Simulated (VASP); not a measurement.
System: RbBr, space group P4/mmm (No. 123), 2 atoms in the cell, CsCl type, epitaxial (xy) strain −0.8%.

```
Rb Br
1.0
     4.09614    0.00000    0.00000
     0.00000    4.09614    0.00000
     0.00000    0.00000    4.14033
Rb Br
1 1
Cartesian
  0.0000 0.0000 0.0000
  2.0481 2.0481 2.0702
```

VASP 6.6.1; DFT, r2SCAN, plane waves, PAW, 6×6×6 k mesh, 520 eV cutoff, Gaussian smearing of 0.01 eV.

Predict the main features of the density of states.

There is a gap; over the k points computed it is 4.86 eV (indirect; the smallest direct gap is 5.01 eV). The upper group of valence states starts about 1.8 eV under the valence-band top, with a gap beneath it; it holds about 6 electrons a cell.

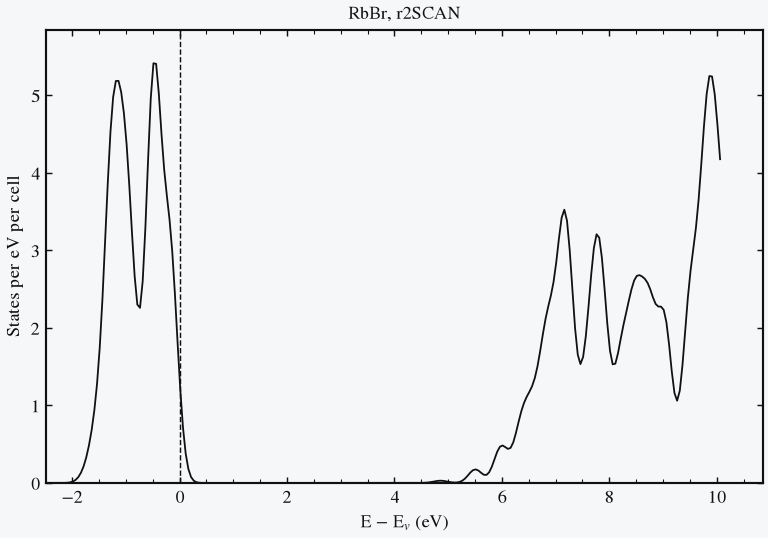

Density of states. Energies are counted from the top of the valence band. The curve is built from the levels of the k mesh with Gaussians 0.3 eV wide, which also blur the band edges.
